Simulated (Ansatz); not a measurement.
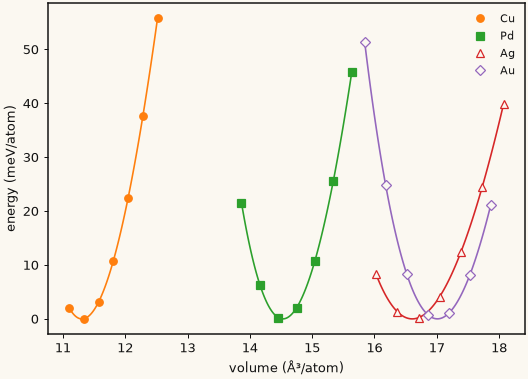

Plotted: energy against volume, with one curve for each element, for Ag, Au, Cu and Pd (all in space group Fm-3m (No. 225)).

Calculation (Ansatz 0.2.0): all-electron LAPW DFT, no spin polarisation; energies at scaled volumes of the given cell, shape and fractions fixed, counted from the fit's minimum, third-order Birch-Murnaghan fit. Level: PBEsol.

```tsv
setting	value
occupations	Fermi–Dirac
smearing width	0.05 eV
potentials	all electron LAPW, scalar relativistic
```

Settings that differ: Cu: k mesh 13×13×13; Pd: k mesh 12×12×12; Ag: k mesh 11×11×11; Au: k mesh 11×11×11.

Order the curves by fitted equilibrium volume, smallest first.

Answer. Cu 11.307, Pd 14.530, Ag 16.606, Au 17.010 Å³/atom.

Order the curves by fitted bulk modulus, smallest first.

Answer. Ag 120.4, Cu 168.9, Au 175.4, Pd 205.0 GPa.

Keep in mind: spin-orbit coupling left out, heavy elements (Au).

The computed values:

Cu:
```json
{"volume (Å³/atom)": "11.10", "energy (meV/atom)": "2.04"}
{"volume (Å³/atom)": "11.34", "energy (meV/atom)": "0.04"}
{"volume (Å³/atom)": "11.57", "energy (meV/atom)": "3.17"}
{"volume (Å³/atom)": "11.81", "energy (meV/atom)": "10.81"}
{"volume (Å³/atom)": "12.05", "energy (meV/atom)": "22.43"}
{"volume (Å³/atom)": "12.28", "energy (meV/atom)": "37.56"}
{"volume (Å³/atom)": "12.52", "energy (meV/atom)": "55.77"}
```

Pd:
```json
{"volume (Å³/atom)": "13.865", "energy (meV/atom)": "21.58"}
{"volume (Å³/atom)": "14.160", "energy (meV/atom)": "6.37"}
{"volume (Å³/atom)": "14.455", "energy (meV/atom)": "0.25"}
{"volume (Å³/atom)": "14.750", "energy (meV/atom)": "2.07"}
{"volume (Å³/atom)": "15.045", "energy (meV/atom)": "10.82"}
{"volume (Å³/atom)": "15.340", "energy (meV/atom)": "25.63"}
{"volume (Å³/atom)": "15.635", "energy (meV/atom)": "45.74"}
```

Ag:
```json
{"volume (Å³/atom)": "16.03", "energy (meV/atom)": "8.30"}
{"volume (Å³/atom)": "16.37", "energy (meV/atom)": "1.35"}
{"volume (Å³/atom)": "16.71", "energy (meV/atom)": "0.23"}
{"volume (Å³/atom)": "17.05", "energy (meV/atom)": "4.15"}
{"volume (Å³/atom)": "17.39", "energy (meV/atom)": "12.45"}
{"volume (Å³/atom)": "17.73", "energy (meV/atom)": "24.53"}
{"volume (Å³/atom)": "18.07", "energy (meV/atom)": "39.83"}
```

Au:
```json
{"volume (Å³/atom)": "15.84", "energy (meV/atom)": "51.33"}
{"volume (Å³/atom)": "16.18", "energy (meV/atom)": "24.77"}
{"volume (Å³/atom)": "16.52", "energy (meV/atom)": "8.34"}
{"volume (Å³/atom)": "16.85", "energy (meV/atom)": "0.79"}
{"volume (Å³/atom)": "17.19", "energy (meV/atom)": "1.03"}
{"volume (Å³/atom)": "17.53", "energy (meV/atom)": "8.10"}
{"volume (Å³/atom)": "17.87", "energy (meV/atom)": "21.12"}
```
